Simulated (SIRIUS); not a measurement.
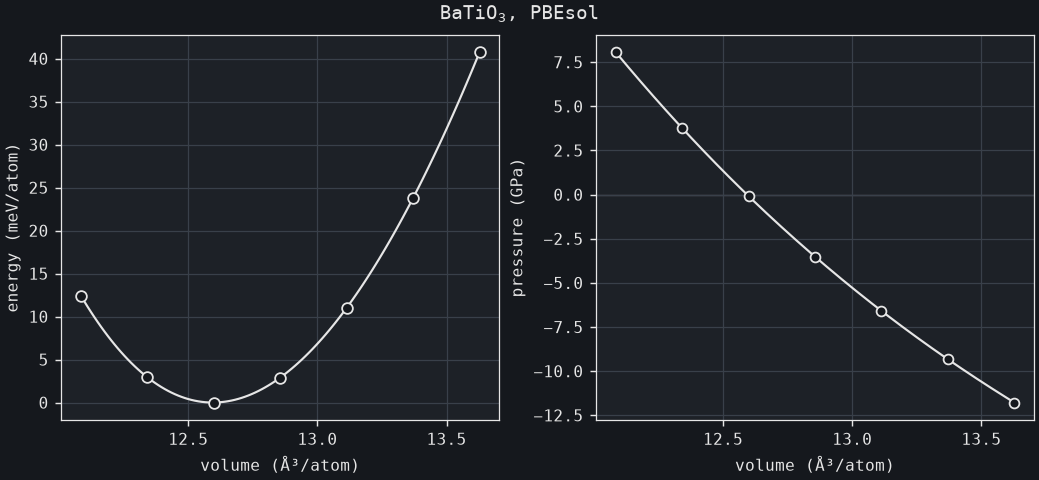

The picture above shows the energy and pressure against volume for BaTiO₃, space group P4mm (No. 99).

Cell as given: a = 4.000 Å, b = 4.000 Å, c = 4.018 Å, α = 90.00°, β = 90.00°, γ = 90.00°; 5 atoms.

Calculation (SIRIUS 7.12.0): plane-wave DFT, no spin polarisation; energies at scaled volumes of the given cell, shape and fractions fixed, counted from the fit's minimum, third-order Birch-Murnaghan fit. Level: PBEsol.

```csv
setting,value
k mesh,7×7×7
occupations,Fermi–Dirac
smearing width,0.05 eV
potentials,dojo sr pbesol 0.4.1 standard
wave cutoff,1152 eV
density cutoff,4606 eV
```

Question: What equilibrium volume and bulk modulus follow from the curve?

Answer: A third-order Birch–Murnaghan fit gives V0 = 12.60 Å³/atom, B0 = 178 GPa and B′ = 4.5.

Question: What does the pressure do across the range?

Answer: It falls from 8.06 GPa at volume 12.08 Å³/atom to −11.78 GPa at 13.63 Å³/atom, and changes sign near 12.59 Å³/atom.

Caveats: this release of the barium file is off; shape and atomic fractions are frozen while scaling, which makes layered, chain and framework solids too stiff.
